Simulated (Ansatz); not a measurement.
# Calculations on GaAs

## 1. Vibrations

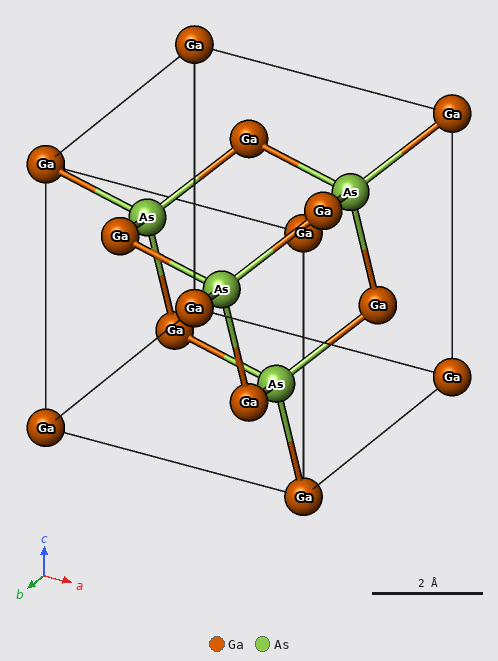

Lattice vibrations of solid GaAs relaxed at 7 GPa, space group F-43m (No. 216), at the zone centre. A ball-and-stick model of the conventional cell (4 times the calculation's cell), seen from a free direction. Lengths and directions refer to the drawn axes.

Theory: DFT LDA, scalar-relativistic, plane waves, PAW (Ansatz). Settings: plane-wave cutoff 420 eV; k-point mesh 12 × 12 × 12; occupations fixed; target pressure 7 GPa; no spin polarisation.

Frequencies are those without the non-analytic (LO–TO) term.

**List the optical modes.**

The calculation's cell holds 2 atoms, so there are 3 optical modes, in 1 level. The optical modes span T₂. No level is unstable.

| level | symmetry | frequency (cm⁻¹) | activity |
| --- | --- | --- | --- |
| 1 | T₂ | 295 | infrared- and Raman-active |

The displacement patterns (one member of each degenerate set):

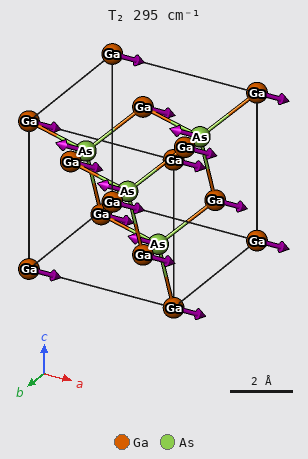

## 2. Vibrations

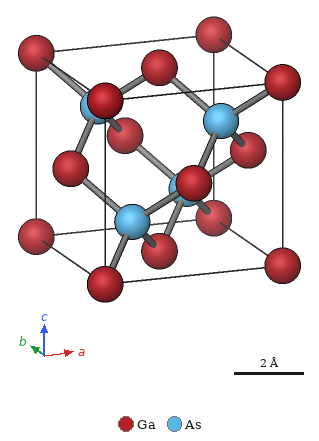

Lattice vibrations of crystalline GaAs at 0.98 times its rest volume, space group F-43m (No. 216), at the zone centre. A ball-and-stick model of the conventional cell (4 times the calculation's cell), seen slightly off an axis. Lengths and directions refer to the drawn axes.

These are results of DFT LDA, scalar-relativistic, plane waves, PAW (Ansatz 0.2.0), not measurements.

Input
```yaml
crystal:
  lattice:
    - [0.0, 2.7827717831, 2.7827717831]
    - [2.7827717831, 0.0, 2.7827717831]
    - [2.7827717831, 2.7827717831, 0.0]
  atoms:
    - { symbol: Ga, position: [0.0, 0.0, 0.0] }
    - { symbol: As, position: [0.75, 0.75, 0.75] }
basis:
  ecutwfc: 420
kpoints:
  mp_grid: { grid: [12, 12, 12] }
hamiltonian:
  xc: lda
scf:
  occupations: { method: fixed }
output:
  eigenvalues: true
phonons:
  method: dfpt
  dielectric: true
  rigid_motions: translations
  eigenvectors: true
```

Command:
```bash
ansatz run input.yaml --threads 1 --pin off --max-ram 3072MiB --backend cpu --events-out ev --progress --plain --runs-dir out
```

Frequencies are those without the non-analytic (LO–TO) term.

Question: List the optical modes.

Answer: The calculation's cell holds 2 atoms, so there are 3 optical modes, in 1 level. The optical modes span T₂. No level is unstable.

| level | symmetry | frequency (cm⁻¹) | activity |
| --- | --- | --- | --- |
| 1 | T₂ | 275 | infrared- and Raman-active |

The displacement patterns (one member of each degenerate set):

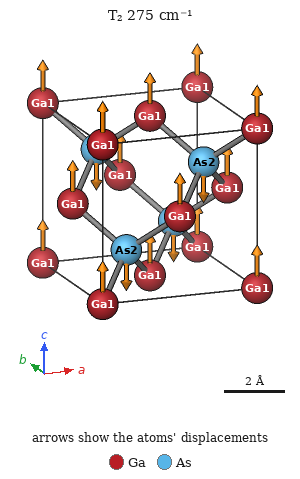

## 3. One mode

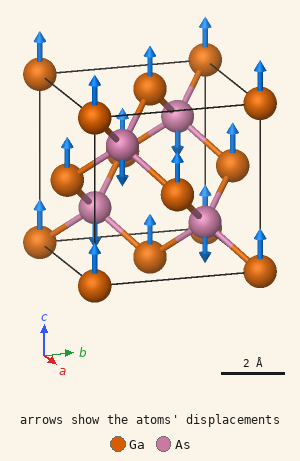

One vibrational mode of a crystal of GaAs at the zone centre. The blue arrows give the relative displacements of the atoms. Style: ball-and-stick. Shown: the conventional cell (4 times the calculation's cell), slightly off an axis. Lengths and directions refer to the drawn axes.

The calculation used DFT LDA, scalar-relativistic, plane waves, PAW in Ansatz 0.2.0. Settings: plane-wave cutoff 420 eV; k-point mesh 12 × 12 × 12; occupations fixed; no spin polarisation.

Frequencies are those without the non-analytic (LO–TO) term.

Q: Describe the mode and give its frequency.

A: This is the T₂ mode (triply degenerate; one member of the set is drawn) at 8.06 THz, the only optical level, infrared- and Raman-active by symmetry. The Ga sublattice moves against the As sublattice, along c; the kinetic energy is shared as Ga 52 %, As 48 %. Its infrared intensity is 8.1 (D/Å)²/amu for the set. The value is the transverse one; the longitudinal partner lies at 286 cm⁻¹.

## 4. Softest mode

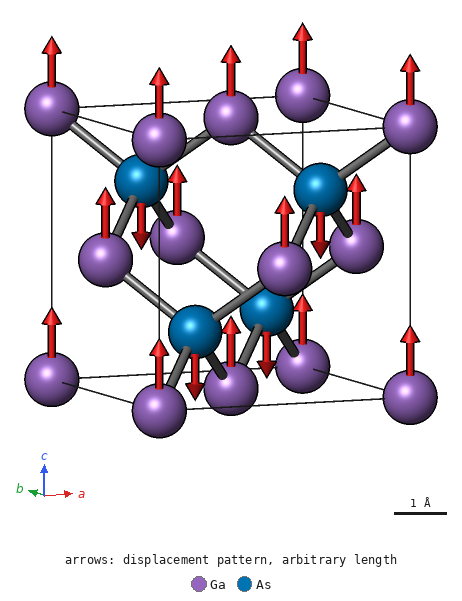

The lowest optical mode of solid GaAs relaxed at 18 GPa, space group F-43m (No. 216), at the zone centre. The red arrows give the relative displacements of the atoms. Style: ball-and-stick. Shown: the conventional cell (4 times the calculation's cell), slightly off an axis. Lengths and directions refer to the drawn axes.

Method: DFT LDA, scalar-relativistic, plane waves, PAW (Ansatz).

Input file:
```yaml
crystal:
  lattice:
    - [0.0, 2.6510465937, 2.6510465937]
    - [2.6510465937, 0.0, 2.6510465937]
    - [2.6510465937, 2.6510465937, 0.0]
  atoms:
    - { symbol: Ga, position: [0.0, 0.0, 0.0] }
    - { symbol: As, position: [0.75, 0.75, 0.75] }
basis:
  ecutwfc: 420
kpoints:
  mp_grid: { grid: [12, 12, 12] }
hamiltonian:
  xc: lda
scf:
  occupations: { method: fixed }
output:
  eigenvalues: true
phonons:
  method: dfpt
  dielectric: true
  rigid_motions: translations
  eigenvectors: true
```

Command:
```bash
ansatz run input.yaml --threads 1 --pin off --max-ram 3072MiB --backend cpu --events-out ev --progress --plain --runs-dir out
```

Frequencies are those without the non-analytic (LO–TO) term.

**Is this crystal at a minimum with respect to the drawn distortion?**

Yes: this softest mode has a real frequency, and so have all others here. That speaks for this wave vector alone: the rest of the zone wasn't checked in this run. This is the T₂ mode (triply degenerate; one member of the set is drawn) at 328 cm⁻¹, the only optical level, infrared- and Raman-active by symmetry. The Ga sublattice moves against the As sublattice, along c; the kinetic energy is shared as Ga 52 %, As 48 %. Its infrared intensity is 6 (D/Å)²/amu for the set. The value is the transverse one; the longitudinal partner lies at 343 cm⁻¹.

## 5. Softest mode

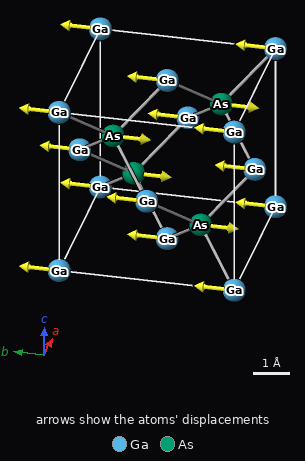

The lowest optical mode of solid GaAs relaxed at 35 GPa, space group F-43m (No. 216), at the zone centre. The yellow arrows give the relative displacements of the atoms. The picture is a ball-and-stick view of the conventional cell (4 times the calculation's cell), seen from a free direction. Lengths and directions refer to the drawn axes.

The calculation used DFT LDA, scalar-relativistic, plane waves, PAW (Ansatz). (plane-wave cutoff 420 eV; k-point mesh 12 × 12 × 12; occupations fixed; target pressure 35 GPa; no spin polarisation)

Frequencies are those without the non-analytic (LO–TO) term.

Question: Is this crystal at a minimum with respect to the drawn distortion?

Answer: Yes: this softest mode has a real frequency, and so have all others here. That speaks for this wave vector alone: the rest of the zone wasn't checked in this run. This is the T₂ mode (triply degenerate; one member of the set is drawn) at 366 cm⁻¹, the only optical level, infrared- and Raman-active by symmetry. The Ga sublattice moves against the As sublattice, along b; the kinetic energy is shared as Ga 52 %, As 48 %. Its infrared intensity is 5 (D/Å)²/amu for the set. The value is the transverse one; the longitudinal partner lies at 379 cm⁻¹.
